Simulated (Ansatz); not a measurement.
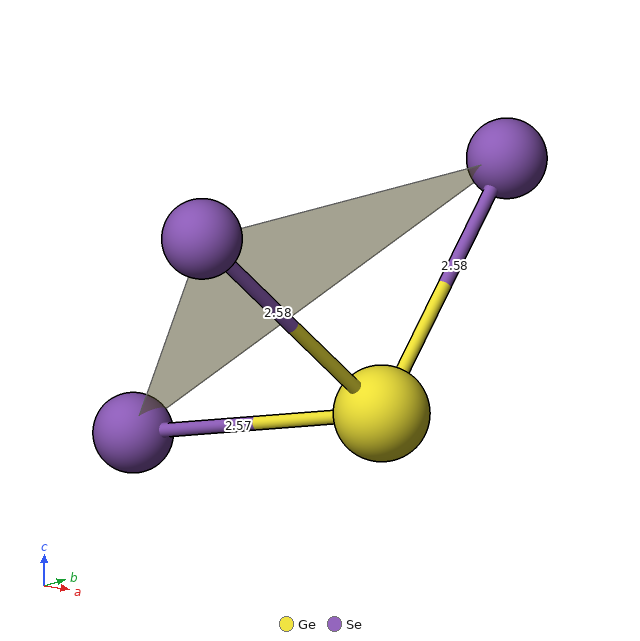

Coordination of Ge in GeSe (Pnma); bond lengths in Å. Shape measures S are computed against regular polyhedra or, for capped shapes, the nearer of the equal-edge and equal-bond forms. Origin: a calculation's input that goes back to an entry of the Crystallography Open Database (an earlier step may have relaxed or displaced it).

> Name the coordination polyhedron and say how regular it is.

GeSe3: a slightly distorted trigonal pyramid (coordination number 3, S = 0.14; next best trigonal plane, S = 9.7).
